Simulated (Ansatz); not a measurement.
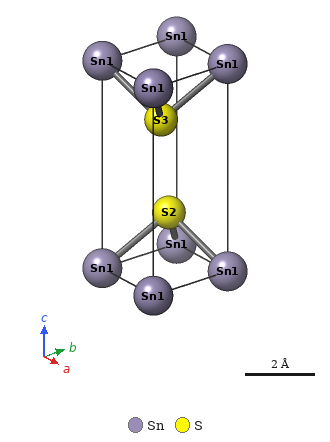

Fig. 1: The structure as given in the input (ball-and-stick view of the cell of the calculation, seen slightly off an axis; atoms are numbered from 1 in the order of the input). An atom can appear more than once, as a periodic image.

**SnS₂: geometry relaxation (part 1 of 2)**

System: SnS₂ (3 atoms in the cell).
Method: DFT PBE, scalar-relativistic, plane waves, PAW, no spin polarisation (Ansatz 0.2.0).

The structure derives from a Materials Project entry. Figures and captions count atoms from 1; the log counts them from 0 in places.

**Input file**
```yaml
crystal:
  lattice:
    - [3.6743056006, 0.0, 0.0]
    - [-1.8371528003, 3.1820419914, 0.0]
    - [0.0, 0.0, 6.22883184]
  atoms:
    - { symbol: Sn, position: [0.0, 0.0, 0.0] }
    - { symbol: S, position: [0.33333333, 0.66666667, 0.23465347] }
    - { symbol: S, position: [0.66666667, 0.33333333, 0.76534653] }
basis:
  ecutwfc: 420
kpoints:
  mp_grid: { grid: [12, 12, 6] }
hamiltonian:
  xc: pbe
scf:
  occupations: { method: gaussian, width: 0.02 }
output:
  forces: true
  stress: true
  eigenvalues: true
relax:
  adjacent_minimum: "off"
  f_tol: 0.005
  max_steps: 80
  cell: { stress_tol: 0.05 }
```

Machine: 4 threads of Arm Neoverse V1, 24 GiB of memory available, shared host.

Launch command:
```bash
ansatz run input.yaml --threads 4 --pin off --max-ram 10240MiB --backend cpu --events-out ev --progress --plain --runs-dir out
```

**What the program printed**
```
Engine: ansatz 0.2.0, aarch64-unknown-linux-gnu
Pseudopotentials: kind: paw
Pseudopotential: Sn, paw, valence charge 14, recommended cutoff 420 eV (normal), Sn.paw.azcp
Pseudopotential: S, paw, valence charge 6, recommended cutoff 420 eV (normal), S.paw.azcp
Functional definition: PBE
  parameter kappa = 0.804
  parameter beta = 0.06672455060314922
  exchange = pbe_x(kappa = kappa, mu = beta*pi^2/3)
  correlation = pbe_c(beta = beta)
Crystal: 3 atoms, lattice volume = 72.826 Å³
Basis set: ecut = 420 eV, 1425 PW (Γ), exchange–correlation on 50×50×90 points (8 copies of the dense FFT grid, shifted against one another)
Bands: 17, of which v1, the nominal top of the filled ones, is band 13 counted from 1 (12 counted from 0)
Symmetry: 12 space group operations
Space group: P-3m1 (ITA 164), of the structure as read, at distance tolerance 4.2e-5 Å
k-points: 100 of 864
Non-local potential: Sn, projectors of the file, l = 0: 2, l = 1: 2, l = 2: 2, l = 3: 2
Non-local potential: S, projectors of the file, l = 0: 2, l = 1: 2, l = 2: 2
PAW form: soft (Blöchl's): semilocal exchange-correlation on the pseudo side does not see the compensation charge
PAW one-centre angular grid: Sn, 590 points (default); XC on 64 Gauss nodes
PAW one-centre angular grid: S, 110 points (default); XC on 64 Gauss nodes
Initial density: superposition of atomic densities (neutral atoms: chi_scale 0, normalization atom), corrected by the library's trained network
Initial wavefunctions: pseudopotential atomic-orbital guess
Functional: x = pbe(κ = 0.804, μ = 0.2195149727645171), c = pbe(β = 0.06672455060314922)
SCF iter   1: F=—  HF=-7829.460595 eV  |F-HF|=—  |Δ(HF+E_count)|=         —  Δρ=1.15e-3  dr2=5.44e-4  ethr=1.77e-3  ⟨swp⟩=6.4  Hψ=10185  notcnv=0
preconditioner: auto → Resta (q_TF=auto, 2.298 Å⁻¹)  ε∞=2.9  [insulator: Δε(μ)=1.577 eV  Ē_g=16.035 eV  σ=0.020 eV  W_gap=1.00  n_scr=22 (ndim 8)  ℏωp=22.2 eV  f_vac=0.061  D(μ)=0.00/eV (n_scr^D=0)  ε∞_Penn≈2.9]
SCF iter   2: F=—  HF=-7829.460090 eV  |F-HF|=—  |Δ(HF+E_count)|=   5.05e-4  Δρ=6.29e-4  dr2=2.01e-4  ethr=2.09e-6  ⟨swp⟩=2.0  Hψ=3899  notcnv=0
SCF iter   3: F=—  HF=-7829.460221 eV  |F-HF|=—  |Δ(HF+E_count)|=   1.32e-4  Δρ=2.38e-4  dr2=2.09e-5  ethr=7.73e-7  ⟨swp⟩=2.0  Hψ=3040  notcnv=0
SCF iter   4: F=—  HF=-7829.460188 eV  |F-HF|=—  |Δ(HF+E_count)|=   3.33e-5  Δρ=8.38e-5  dr2=4.84e-6  ethr=8.03e-8  ⟨swp⟩=2.4  Hψ=2471  notcnv=0
SCF iter   5: F=—  HF=-7829.460188 eV  |F-HF|=—  |Δ(HF+E_count)|=   1.15e-7  Δρ=1.78e-5  dr2=1.93e-7  ethr=1.86e-8  ⟨swp⟩=3.0  Hψ=2981  notcnv=0
SCF iter   6: F=-7829.460188 eV  HF=-7829.460188 eV  |F-HF|=6.90e-9  |Δ(HF+E_count)|=   7.52e-9  Δρ=2.49e-6  dr2=6.11e-9  ethr=3.85e-10  ⟨swp⟩=5.9  Hψ=8071  notcnv=0
SCF 1 converged in 6 iterations: F = -7829.460188 eV  dr2 = 6.11e-9
  greatest PAW one-centre occupation: 0.993 electrons in one spin orbital (limit 2), on the Sn atom at site 0 (counted from 0), in its partial waves of l = 2
relax step   1: F+E_penalty+E_count = -7829.46018794 eV  Δ(F+E_penalty+E_count) = +0.000e0 eV  max|allowed force component| = 2.429e-1 eV/Å  Δτ_max = 0.0000 Å  P = +2.156 GPa  Ω = 72.826 Å³  (6 SCF iters, dr2 threshold 1.00e-7 eV, accepted)
Crystal: 3 atoms, lattice volume = 76.063 Å³
Basis set: ecut = 420 eV, 1485 PW (Γ), exchange–correlation on 50×50×90 points (8 copies of the dense FFT grid, shifted against one another)
Initial density: handed on by an earlier stage of this run
Initial wavefunctions: those handed on with the density
iter 1 solved again at ethr=2.16e-5 eV; its pass at ethr=3.10e-3 eV (dr2=5.61e-3 eV) is discarded
SCF iter   1: F=—  HF=-7829.475210 eV  |F-HF|=—  |Δ(HF+E_count)|=         —  Δρ=2.18e-3  dr2=5.53e-3  ethr=2.16e-5  ⟨swp⟩=2.5  Hψ=11851  notcnv=0
preconditioner: auto → Resta (q_TF=auto, 2.281 Å⁻¹)  ε∞=2.9  [insulator: Δε(μ)=1.470 eV  Ē_g=15.835 eV  σ=0.020 eV  W_gap=1.00  n_scr=22 (ndim 8)  ℏωp=21.7 eV  f_vac=0.083  D(μ)=0.00/eV (n_scr^D=0)  ε∞_Penn≈2.9]
SCF iter   2: F=—  HF=-7829.473801 eV  |F-HF|=—  |Δ(HF+E_count)|=   1.41e-3  Δρ=9.89e-4  dr2=1.02e-3  ethr=2.13e-5  ⟨swp⟩=2.1  Hψ=2457  notcnv=0
SCF iter   3: F=—  HF=-7829.473697 eV  |F-HF|=—  |Δ(HF+E_count)|=   1.04e-4  Δρ=2.32e-4  dr2=4.30e-5  ethr=3.93e-6  ⟨swp⟩=2.0  Hψ=2422  notcnv=0
SCF iter   4: F=—  HF=-7829.473649 eV  |F-HF|=—  |Δ(HF+E_count)|=   4.83e-5  Δρ=6.93e-5  dr2=7.30e-6  ethr=1.65e-7  ⟨swp⟩=2.2  Hψ=2347  notcnv=0
SCF iter   5: F=—  HF=-7829.473651 eV  |F-HF|=—  |Δ(HF+E_count)|=   2.18e-6  Δρ=1.86e-5  dr2=3.23e-7  ethr=2.81e-8  ⟨swp⟩=2.0  Hψ=2369  notcnv=0
SCF iter   6: F=-7829.473651 eV  HF=-7829.473651 eV  |F-HF|=4.45e-9  |Δ(HF+E_count)|=   7.29e-7  Δρ=8.02e-6  dr2=4.09e-8  ethr=1.15e-9  ⟨swp⟩=6.0  Hψ=7844  notcnv=0
SCF 2 converged in 6 iterations: F = -7829.473651 eV  dr2 = 4.09e-8
relax step   2: F+E_penalty+E_count = -7829.47365144 eV  Δ(F+E_penalty+E_count) = -1.346e-2 eV  max|allowed force component| = 1.407e-1 eV/Å  Δτ_max = 0.0056 Å  P = -0.645 GPa  Ω = 76.063 Å³  energy of the carried Pulay correction = -7.928e-4 eV  (6 SCF iters, dr2 threshold 3.00e-7 eV, accepted)
Crystal: 3 atoms, lattice volume = 76.950 Å³
iter 1 solved again at ethr=4.69e-6 eV; its pass at ethr=3.10e-3 eV (dr2=1.22e-3 eV) is discarded
SCF iter   1: F=—  HF=-7829.477428 eV  |F-HF|=—  |Δ(HF+E_count)|=         —  Δρ=1.41e-3  dr2=1.10e-3  ethr=4.69e-6  ⟨swp⟩=2.3  Hψ=11658  notcnv=0
preconditioner: auto → Resta (q_TF=auto, 2.277 Å⁻¹)  ε∞=2.8  [insulator: Δε(μ)=1.548 eV  Ē_g=15.897 eV  σ=0.020 eV  W_gap=1.00  n_scr=22 (ndim 8)  ℏωp=21.6 eV  f_vac=0.099  D(μ)=0.00/eV (n_scr^D=0)  ε∞_Penn≈2.8]
SCF iter   2: F=—  HF=-7829.477215 eV  |F-HF|=—  |Δ(HF+E_count)|=   2.13e-4  Δρ=7.43e-4  dr2=2.97e-4  ethr=4.22e-6  ⟨swp⟩=1.8  Hψ=2180  notcnv=0
SCF iter   3: F=—  HF=-7829.477161 eV  |F-HF|=—  |Δ(HF+E_count)|=   5.42e-5  Δρ=1.07e-4  dr2=2.11e-5  ethr=1.14e-6  ⟨swp⟩=2.5  Hψ=2446  notcnv=0
SCF iter   4: F=—  HF=-7829.477160 eV  |F-HF|=—  |Δ(HF+E_count)|=   1.16e-6  Δρ=4.09e-5  dr2=1.73e-6  ethr=8.11e-8  ⟨swp⟩=2.1  Hψ=2280  notcnv=0
SCF iter   5: F=-7829.477161 eV  HF=-7829.477161 eV  |F-HF|=7.95e-8  |Δ(HF+E_count)|=   1.60e-6  Δρ=7.88e-6  dr2=4.87e-8  ethr=1.15e-9  ⟨swp⟩=6.9  Hψ=8608  notcnv=0
SCF 3 converged in 5 iterations: F = -7829.477161 eV  dr2 = 4.87e-8
relax step   3: F+E_penalty+E_count = -7829.47716148 eV  Δ(F+E_penalty+E_count) = -3.510e-3 eV  max|allowed force component| = 3.951e-2 eV/Å  Δτ_max = 0.0330 Å  P = -0.062 GPa  Ω = 76.950 Å³  energy of the carried Pulay correction = -1.004e-3 eV  (5 SCF iters, dr2 threshold 3.00e-7 eV, accepted)
Crystal: 3 atoms, lattice volume = 77.367 Å³
Basis set: ecut = 420 eV, 1533 PW (Γ), exchange–correlation on 50×50×90 points (8 copies of the dense FFT grid, shifted against one another)
iter 1 solved again at ethr=8.34e-7 eV; its pass at ethr=3.10e-3 eV (dr2=2.17e-4 eV) is discarded
SCF iter   1: F=—  HF=-7829.479864 eV  |F-HF|=—  |Δ(HF+E_count)|=         —  Δρ=7.51e-4  dr2=2.13e-4  ethr=8.34e-7  ⟨swp⟩=2.1  Hψ=12314  notcnv=0
preconditioner: auto → Resta (q_TF=auto, 2.275 Å⁻¹)  ε∞=2.8  [insulator: Δε(μ)=1.544 eV  Ē_g=15.922 eV  σ=0.020 eV  W_gap=1.00  n_scr=22 (ndim 8)  ℏωp=21.5 eV  f_vac=0.115  D(μ)=0.00/eV (n_scr^D=0)  ε∞_Penn≈2.8]
SCF iter   2: F=—  HF=-7829.479928 eV  |F-HF|=—  |Δ(HF+E_count)|=   6.40e-5  Δρ=4.15e-4  dr2=6.40e-5  ethr=8.19e-7  ⟨swp⟩=1.0  Hψ=1700  notcnv=0
SCF iter   3: F=—  HF=-7829.479952 eV  |F-HF|=—  |Δ(HF+E_count)|=   2.40e-5  Δρ=3.82e-5  dr2=9.85e-7  ethr=2.46e-7  ⟨swp⟩=2.7  Hψ=2762  notcnv=0
SCF iter   4: F=-7829.479954 eV  HF=-7829.479953 eV  |F-HF|=1.79e-8  |Δ(HF+E_count)|=   1.07e-6  Δρ=1.14e-5  dr2=1.97e-7  ethr=1.15e-9  ⟨swp⟩=6.7  Hψ=8785  notcnv=0
SCF 4 converged in 4 iterations: F = -7829.479954 eV  dr2 = 1.97e-7
relax step   4: F+E_penalty+E_count = -7829.47995351 eV  Δ(F+E_penalty+E_count) = -2.792e-3 eV  max|allowed force component| = 4.255e-2 eV/Å  Δτ_max = 0.0139 Å  P = +0.246 GPa  Ω = 77.367 Å³  energy of the carried Pulay correction = -1.103e-3 eV  (4 SCF iters, dr2 threshold 3.00e-7 eV, accepted)
Crystal: 3 atoms, lattice volume = 79.171 Å³
Basis set: ecut = 420 eV, 1547 PW (Γ), exchange–correlation on 50×50×90 points (8 copies of the dense FFT grid, shifted against one another)
iter 1 solved again at ethr=4.53e-6 eV; its pass at ethr=3.10e-3 eV (dr2=1.18e-3 eV) is discarded
SCF iter   1: F=—  HF=-7829.481896 eV  |F-HF|=—  |Δ(HF+E_count)|=         —  Δρ=1.51e-3  dr2=1.18e-3  ethr=4.53e-6  ⟨swp⟩=2.2  Hψ=12660  notcnv=0
preconditioner: auto → Resta (q_TF=auto, 2.266 Å⁻¹)  ε∞=2.8  [insulator: Δε(μ)=1.519 eV  Ē_g=15.895 eV  σ=0.020 eV  W_gap=1.00  n_scr=22 (ndim 8)  ℏωp=21.3 eV  f_vac=0.140  D(μ)=0.00/eV (n_scr^D=0)  ε∞_Penn≈2.8]
SCF iter   2: F=—  HF=-7829.481791 eV  |F-HF|=—  |Δ(HF+E_count)|=   1.04e-4  Δρ=7.82e-4  dr2=2.90e-4  ethr=4.53e-6  ⟨swp⟩=2.0  Hψ=2201  notcnv=0
SCF iter   3: F=—  HF=-7829.481905 eV  |F-HF|=—  |Δ(HF+E_count)|=   1.14e-4  Δρ=1.09e-4  dr2=1.12e-5  ethr=1.12e-6  ⟨swp⟩=2.6  Hψ=2746  notcnv=0
SCF iter   4: F=—  HF=-7829.481914 eV  |F-HF|=—  |Δ(HF+E_count)|=   9.06e-6  Δρ=3.25e-5  dr2=1.49e-6  ethr=4.31e-8  ⟨swp⟩=2.0  Hψ=2236  notcnv=0
SCF iter   5: F=-7829.481916 eV  HF=-7829.481916 eV  |F-HF|=2.20e-7  |Δ(HF+E_count)|=   1.49e-6  Δρ=1.04e-5  dr2=1.31e-7  ethr=1.15e-9  ⟨swp⟩=6.6  Hψ=8188  notcnv=0
SCF 5 converged in 5 iterations: F = -7829.481916 eV  dr2 = 1.31e-7
relax step   5: F+E_penalty+E_count = -7829.48191617 eV  Δ(F+E_penalty+E_count) = -1.963e-3 eV  max|allowed force component| = 9.298e-3 eV/Å  Δτ_max = 0.0277 Å  P = +0.023 GPa  Ω = 79.171 Å³  energy of the carried Pulay correction = -1.523e-3 eV  (5 SCF iters, dr2 threshold 3.00e-7 eV, accepted)
Crystal: 3 atoms, lattice volume = 80.594 Å³
Basis set: ecut = 420 eV, 1559 PW (Γ), exchange–correlation on 50×50×90 points (8 copies of the dense FFT grid, shifted against one another)
iter 1 solved again at ethr=3.15e-6 eV; its pass at ethr=3.10e-3 eV (dr2=8.19e-4 eV) is discarded
SCF iter   1: F=—  HF=-7829.482265 eV  |F-HF|=—  |Δ(HF+E_count)|=         —  Δρ=1.26e-3  dr2=8.16e-4  ethr=3.15e-6  ⟨swp⟩=2.1  Hψ=12528  notcnv=0
preconditioner: auto → Resta (q_TF=auto, 2.259 Å⁻¹)  ε∞=2.8  [insulator: Δε(μ)=1.531 eV  Ē_g=15.901 eV  σ=0.020 eV  W_gap=1.00  n_scr=22 (ndim 8)  ℏωp=21.1 eV  f_vac=0.156  D(μ)=0.00/eV (n_scr^D=0)  ε∞_Penn≈2.8]
SCF iter   2: F=—  HF=-7829.482174 eV  |F-HF|=—  |Δ(HF+E_count)|=   9.10e-5  Δρ=6.58e-4  dr2=2.08e-4  ethr=3.14e-6  ⟨swp⟩=1.9  Hψ=2202  notcnv=0
SCF iter   3: F=—  HF=-7829.482194 eV  |F-HF|=—  |Δ(HF+E_count)|=   1.92e-5  Δρ=8.86e-5  dr2=1.04e-5  ethr=8.01e-7  ⟨swp⟩=2.7  Hψ=2696  notcnv=0
SCF iter   4: F=—  HF=-7829.482209 eV  |F-HF|=—  |Δ(HF+E_count)|=   1.60e-5  Δρ=2.98e-5  dr2=1.17e-6  ethr=4.02e-8  ⟨swp⟩=2.0  Hψ=2229  notcnv=0
SCF iter   5: F=—  HF=-7829.482211 eV  |F-HF|=—  |Δ(HF+E_count)|=   1.56e-6  Δρ=8.53e-6  dr2=9.06e-8  ethr=4.48e-9  ⟨swp⟩=2.1  Hψ=2442  notcnv=0
SCF iter   6: F=-7829.482211 eV  HF=-7829.482211 eV  |F-HF|=1.03e-8  |Δ(HF+E_count)|=   1.60e-7  Δρ=1.93e-6  dr2=4.12e-9  ethr=3.52e-11  ⟨swp⟩=3.4  Hψ=7330  notcnv=0
SCF 6 converged in 6 iterations: F = -7829.482211 eV  dr2 = 4.12e-9
relax step   6: F+E_penalty+E_count = -7829.48221121 eV  Δ(F+E_penalty+E_count) = -2.950e-4 eV  max|allowed force component| = 1.389e-2 eV/Å  Δτ_max = 0.0264 Å  P = +0.073 GPa  Ω = 80.594 Å³  energy of the carried Pulay correction = -1.847e-3 eV  (6 SCF iters, dr2 threshold 9.16e-9 eV, accepted)
Crystal: 3 atoms, lattice volume = 80.908 Å³
iter 1 solved again at ethr=1.41e-7 eV; its pass at ethr=3.10e-3 eV (dr2=3.67e-5 eV) is discarded
SCF iter   1: F=—  HF=-7829.482188 eV  |F-HF|=—  |Δ(HF+E_count)|=         —  Δρ=2.24e-4  dr2=3.32e-5  ethr=1.41e-7  ⟨swp⟩=3.1  Hψ=11459  notcnv=0
preconditioner: auto → Resta (q_TF=auto, 2.258 Å⁻¹)  ε∞=2.8  [insulator: Δε(μ)=1.529 eV  Ē_g=15.900 eV  σ=0.020 eV  W_gap=1.00  n_scr=22 (ndim 8)  ℏωp=21.0 eV  f_vac=0.157  D(μ)=0.00/eV (n_scr^D=0)  ε∞_Penn≈2.8]
SCF iter   2: F=—  HF=-7829.482190 eV  |F-HF|=—  |Δ(HF+E_count)|=   1.93e-6  Δρ=1.12e-4  dr2=7.37e-6  ethr=1.28e-7  ⟨swp⟩=2.1  Hψ=2273  notcnv=0
SCF iter   3: F=—  HF=-7829.482192 eV  |F-HF|=—  |Δ(HF+E_count)|=   2.37e-6  Δρ=1.85e-5  dr2=3.01e-7  ethr=2.83e-8  ⟨swp⟩=2.2  Hψ=2237  notcnv=0
SCF iter   4: F=—  HF=-7829.482192 eV  |F-HF|=—  |Δ(HF+E_count)|=   2.72e-7  Δρ=5.16e-6  dr2=4.15e-8  ethr=1.10e-10  ⟨swp⟩=6.1  Hψ=8243  notcnv=0
SCF iter   5: F=-7829.482192 eV  HF=-7829.482192 eV  |F-HF|=5.72e-9  |Δ(HF+E_count)|=   2.34e-8  Δρ=1.72e-6  dr2=3.19e-9  ethr=1.10e-10  ⟨swp⟩=5.4  Hψ=6415  notcnv=0
SCF 7 converged in 5 iterations: F = -7829.482192 eV  dr2 = 3.19e-9
relax step   7: F+E_penalty+E_count = -7829.48219237 eV  Δ(F+E_penalty+E_count) = +1.884e-5 eV  max|allowed force component| = 4.154e-3 eV/Å  Δτ_max = 0.0034 Å  P = -0.012 GPa  Ω = 80.908 Å³  energy of the carried Pulay correction = -1.917e-3 eV  (5 SCF iters, dr2 threshold 2.87e-8 eV, accepted)
Crystal: 3 atoms, lattice volume = 81.085 Å³
iter 1 solved again at ethr=6.28e-8 eV; its pass at ethr=3.10e-3 eV (dr2=1.63e-5 eV) is discarded
```
